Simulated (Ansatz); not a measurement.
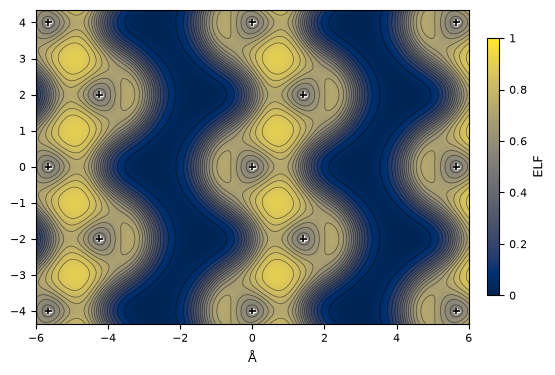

The electron localisation function on a plane through atoms (crosses mark nuclei in the plane).

Theory: Kohn-Sham DFT of a periodic cell, PBEsol, all-electron PAW datasets made for the crystal in Ansatz.

Candidates:
A. Ge, a = 5.66 Å, b = 5.66 Å, c = 5.66 Å, α = 90.00°, β = 90.00°, γ = 90.00°. Space group Fd-3m.
B. Ti, a = 4.57 Å, b = 4.57 Å, c = 2.83 Å, α = 90.00°, β = 90.00°, γ = 120.00°. Space group P6/mmm; a structure from a database of computed crystals, not necessarily the ambient phase; computed pressure about −4 GPa in this cell.
C. HfO$_{2}$, a = 5.12 Å, b = 5.12 Å, c = 5.12 Å, α = 90.00°, β = 90.00°, γ = 90.00°. Space group Fm-3m; computed pressure about −10 GPa in this cell.

Which system is this?

Candidate A: Ge on the (011) plane of the conventional cell, which holds Ge. Ge–Ge (2.45 Å): the ELF peaks at about 0.90 between the atoms.
